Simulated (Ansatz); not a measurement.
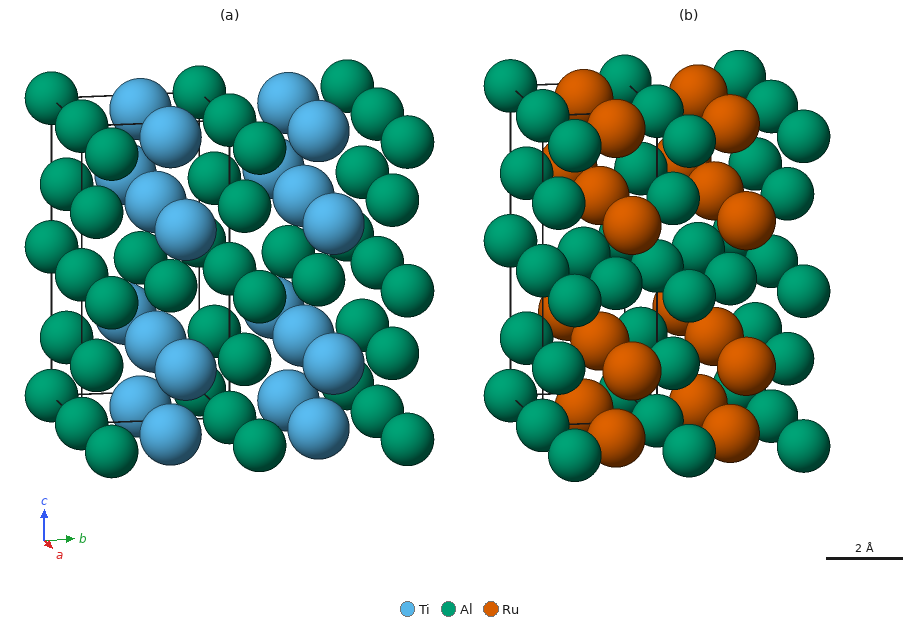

Left: crystalline Ti$_{3}$Al$_{5}$ (set up in Pmmm). Right: the same structure after one change, at the same scale. Style: spheres-only. Shown: the cell of the calculation, repeated 2 × 2 × 1 with one cell outlined, slightly off an axis.

Method: Ansatz 0.2.0, DFT r2SCAN, scalar-relativistic, plane waves, PAW. Set-up: plane-wave cutoff 500 eV; occupations gaussian; smearing width 0.1 eV; no spin polarisation. The k-mesh is chosen for each cell (10×10×6, 8×12×4).

Which change leads from the left to the right?

Every titanium atom is replaced by ruthenium, which gives Al5Ru3. Cell and atoms are relaxed again (to zero pressure within 0.1 GPa, forces under 0.01 eV/Å).

And its effect?

The volume per atom goes from 15.83 to 13.62 Å³. The drawn cell changes as follows: a 3.902 → 4.170 Å (+6.9 %), b 4.023 → 3.111 Å (−22.7 %), c 8.071 → 8.402 Å (+4.1 %); the volume changes by −14.0 %. The space group stays Pmmm (No. 47).
